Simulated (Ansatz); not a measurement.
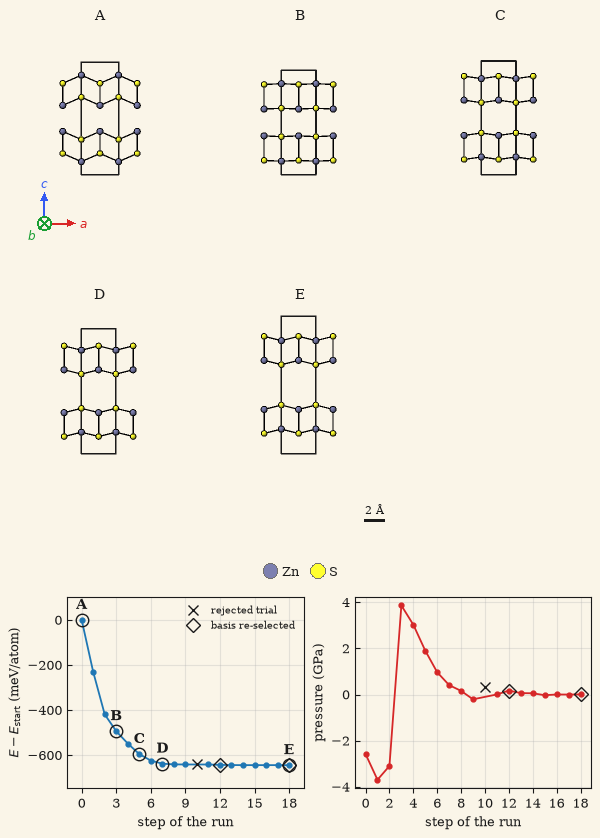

Frames of a relaxation of crystalline ZnS (built on the HgF-139 type type), marked on the history of the run. A ball-and-stick model of the conventional cell (2 times the calculation's cell), seen along the b axis. Lengths and directions refer to the drawn axes.

Method: DFT, PBEsol, plane waves, PAW in Ansatz.

The input:
```yaml
crystal:
  lattice:
    - [-1.86381855, 1.86381855, 5.62641987]
    - [1.86381855, -1.86381855, 5.62641987]
    - [1.86381855, 1.86381855, -5.62641987]
  atoms:
    - { symbol: Zn, position: [0.88451596, 0.88451596, 0.0] }
    - { symbol: Zn, position: [0.11548404, 0.11548404, 0.0] }
    - { symbol: S, position: [0.6881518, 0.6881518, 0.0] }
    - { symbol: S, position: [0.3118482, 0.3118482, 0.0] }
kpoints:
  mp_grid: { grid: [8, 8, 8] }
hamiltonian:
  xc: pbesol
scf:
  occupations: { method: fermi_dirac, width: 0.03 }
relax:
  f_tol: 0.01
  cell: {}
  max_steps: 120
```

Launched with:
```bash
ansatz run input.yaml --threads 2 --pin off --max-ram 2211MiB --backend cpu --events-out ev --progress --plain --runs-dir out
```

What happens along the run?

Answer. The largest moves relative to the cell, 0.86 Å, are those of Zn1 and Zn2. Zn2 goes along +c. Largest moves by element: Zn 0.86 Å, S 0.57 Å. Cell: a = b 3.728 → 3.448 Å (−7.5 %), c 11.253 → 13.757 Å (+22.3 %). Volume +4.6 %. Among the contacts that change: Zn1–S4 2.760 → 2.476 Å, Zn1–S3 2.210 → 2.404 Å. Among the angles between lasting bonds that change: S3–Zn2–S4 72.8° → 100.1°, Zn1–S3–Zn2 107.2° → 79.9°, S3–Zn2–S3 145.5° → 159.9°. The space group stays I4/mmm (No. 139). Over 15 accepted moves (18 points after the start) the energy falls by 644 meV per atom. Largest force component: 2.5 eV/Å at the start, 0.0017 eV/Å at the end. The pressure goes from −2.57 to 0.01 GPa. The line search rejected the trial step at point 10 of the run. The SCF was repeated twice at an unchanged geometry on a basis and grid sized afresh for the cell, which shifted the energy by 1.8 meV per atom at most. The run took 2 min on 2 threads of AMD EPYC 7571, on a shared host, peak memory 0.47 GiB. From step 0 to 3: S atoms move most (0.54 Å), volume −20.0 %, energy −494 meV per atom. From step 3 to 5: Zn atoms move most (0.31 Å), volume +8.9 %, energy −102 meV per atom. From step 5 to 7: Zn atoms move most (0.20 Å), volume +9.4 %, energy −42.5 meV per atom. From step 7 to 18: S atoms move most (0.13 Å), volume +9.7 %, energy −6.8 meV per atom.

Limits of the set-up: layers or molecules are held without a dispersion correction, so their spacing is unreliable.
